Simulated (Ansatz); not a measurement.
# MgO (slab): what the fields show

```cif
data_structure
_symmetry_space_group_name_H-M 'P 1'
_symmetry_Int_Tables_number 1
_cell_length_a 3.3028
_cell_length_b 5.0203
_cell_length_c 27.3948
_cell_angle_alpha 90.000
_cell_angle_beta 90.000
_cell_angle_gamma 90.000
_cell_volume 454.24
loop_
_atom_site_label
_atom_site_type_symbol
_atom_site_fract_x
_atom_site_fract_y
_atom_site_fract_z
_atom_site_occupancy
Mg1 Mg 0.00000 0.99629 0.27377 1
O1 O 0.00000 0.59911 0.27377 1
Mg2 Mg 0.50000 0.49629 0.30858 1
O2 O 0.50000 0.09911 0.30858 1
Mg3 Mg 0.50000 0.99629 0.37819 1
O3 O 0.50000 0.59911 0.37819 1
Mg4 Mg 0.00000 0.49629 0.41299 1
O4 O 0.00000 0.09911 0.41299 1
Mg5 Mg 0.00000 0.99629 0.48260 1
O5 O 0.00000 0.59911 0.48260 1
Mg6 Mg 0.50000 0.49629 0.51740 1
O6 O 0.50000 0.09911 0.51740 1
Mg7 Mg 0.50000 0.99629 0.58701 1
O7 O 0.50000 0.59911 0.58701 1
Mg8 Mg 0.00000 0.49629 0.62181 1
O8 O 0.00000 0.09911 0.62181 1
Mg9 Mg 0.00000 0.99629 0.69142 1
O9 O 0.00000 0.59911 0.69142 1
Mg10 Mg 0.50000 0.49629 0.72623 1
O10 O 0.50000 0.09911 0.72623 1
```

Not relaxed (largest force 1.3 eV/Å).

Level of theory: DFT PBEsol, scalar-relativistic, plane waves, PAW in Ansatz.

The density is the valence pseudo-density of a PAW calculation; it isn't the true density close to the nuclei.

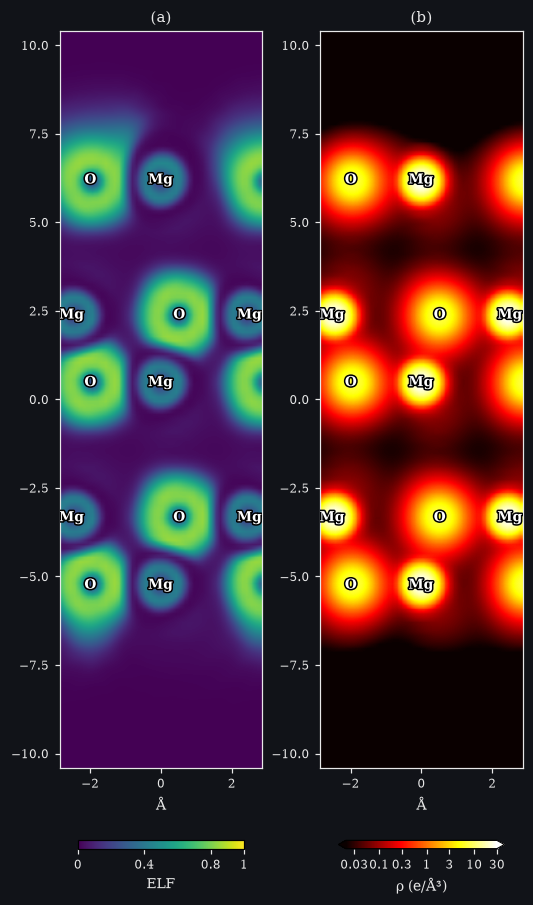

Figure 1. (a) electron localisation function; (b) valence pseudo-density on the (100) plane of the calculation cell, a cut from vacuum to vacuum.

Question: Interpret the plot.

Answer: The plane passes through Mg and O nuclei.
Mg–O (1.99 Å): the density is about 0.43 e/Å³ at the midpoint; the ELF peaks at about 0.85 in the valence shell of O, 0.7 Å from its nucleus, and is about 0.35 at the midpoint; a closed-shell, largely ionic contact.
The density dies away to nearly zero in the vacuum.

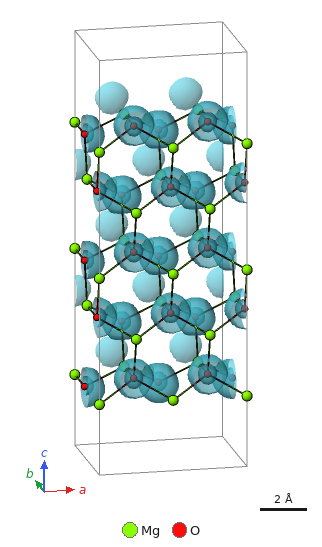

Figure 2. Isosurface of the electron localisation function at 0.75 (cyan), seen slightly off an axis. Only the valence region is drawn (cores and ρ < 0.01 e/Å³ removed). Sticks mark near contacts.

Question: Where are the electrons localised?

Answer: At this value the surface marks out ten regions wrapped around O (the valence shell of each), counted in one cell of 20 atoms. Counts are for one cell; the picture repeats the cell along the surface.


Mg–O (1.98 Å): the ELF peaks at about 0.85 in the valence shell of O, 0.7 Å from its nucleus, and is about 0.35 at the midpoint; an ionic contact with no shared pair.

Question: Does the calculation give a band gap?

Answer: It is gapped, with a Kohn–Sham gap of 2.4 eV on the k-point mesh (the band edges may lie off the mesh, which would make the gap smaller).
